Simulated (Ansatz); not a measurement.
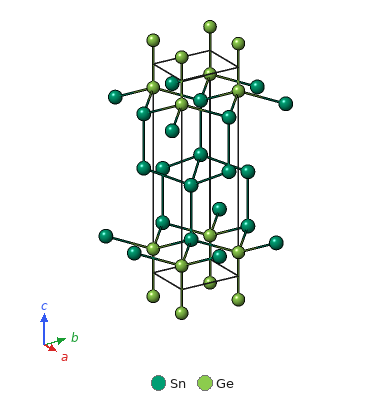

Crystal structure, ball-and-stick style, seen slightly off an axis. Lines trace the edges of the conventional unit cell. Periodic images bonded to atoms of the box are shown as well. Cell: a = 4.50 Å, b = 4.50 Å, c = 11.06 Å, α = 90.00°, β = 90.00°, γ = 120.00°.

The structure was taken from a structure type filled with these elements by a generator (whether the compound takes this form wasn't checked). Earlier steps of the study may have refined or changed the cell and positions. Ansatz was used for an electronic-structure calculation on it.

**Caption:**

The material is Sn2Ge. The lattice is primitive hexagonal and the space group P-3m1 (No. 164). One cell contains 4 Sn, 2 Ge, 6 atoms in all. The neighbours of Ge are three Sn and one Ge in a distorted tetrahedral arrangement (about 2.7 Å to Sn, 2.5 Å to Ge). Sn takes two kinds of site: 2d with four Sn in a tetrahedral arrangement at about 2.8 to 2.9 Å; 2d with three Ge and one Sn in a tetrahedral arrangement (about 2.7 Å to Ge, 2.9 Å to Sn). The bonds build a three-dimensional framework.

The calculation used Ansatz 0.2.0, DFT PBE, scalar-relativistic, plane waves, PAW, with wavefunction cutoff 420 eV, Brillouin-zone sampling on a 12×12×4 mesh, Gaussian smearing of 0.1 eV, no spin polarisation.

**Is the electronic structure metallic or gapped?**

A metal: bands cross the Fermi level.

**Give the Bader charge of each element.**

Sn -0.02 to +0.24 e; Ge -0.22 e.

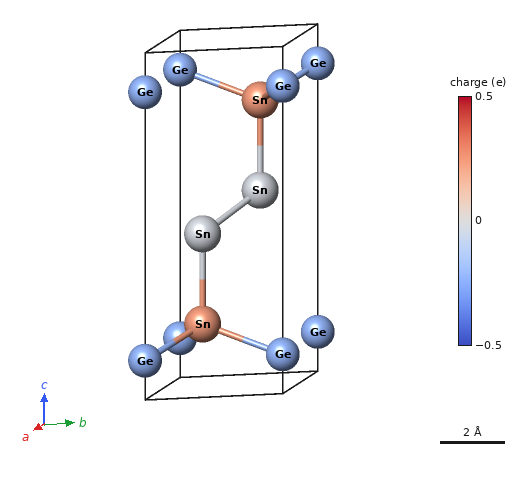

The atoms coloured by those charges. The run's cell of 6 atoms is drawn.

**Are forces and stress small enough to call this relaxed?**

Yes. All forces vanish to within 0.01 eV/Å. The pressure is 0.0 GPa, close to zero.
